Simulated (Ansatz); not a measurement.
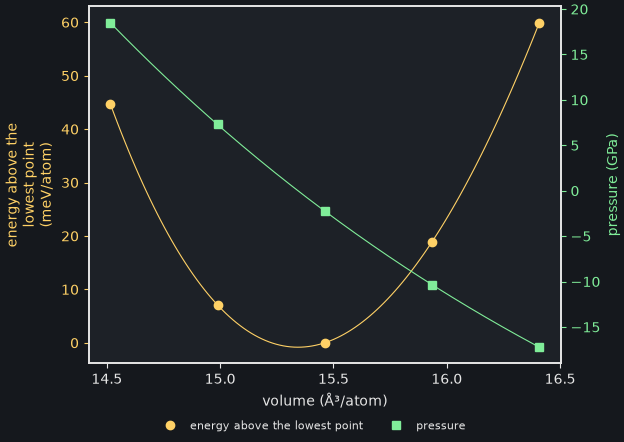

The picture above shows the energy above the lowest point and pressure against volume for Mo, space group Im-3m (No. 229) (one of a set of cubic test structures, which need not be the stable phase).

How it was computed, with Ansatz 0.2.0 development build: equation of state of a cubic crystal from periodic Kohn-Sham density functional theory without spin, third-order Birch-Murnaghan fit to the free energies; pressure corrected for the finite basis. Level: HSE06.

structure type bcc; atoms in cell 1; space group number 229; lattice centring body-centred primitive; k mesh 6×6×6; occupation method Fermi–Dirac; occupation width 0.1 eV; wave cutoff 420 eV; datasets soft-1 PAW; density tolerance 0 eV; bands 11; density cutoff ratio 4; search for lower states default; exchange singularity Wigner-Seitz.

Tabulate the plotted points.

```json
{"volume (Å³/atom)": "14.52", "energy above the lowest point (meV/atom)": "44.8", "pressure (GPa)": "18.5"}
{"volume (Å³/atom)": "14.99", "energy above the lowest point (meV/atom)": "7.1", "pressure (GPa)": "7.3"}
{"volume (Å³/atom)": "15.46", "energy above the lowest point (meV/atom)": "0.0", "pressure (GPa)": "-2.2"}
{"volume (Å³/atom)": "15.94", "energy above the lowest point (meV/atom)": "18.9", "pressure (GPa)": "-10.3"}
{"volume (Å³/atom)": "16.41", "energy above the lowest point (meV/atom)": "59.9", "pressure (GPa)": "-17.2"}
```

Caveats: coarse k-mesh, values are not converged in k.
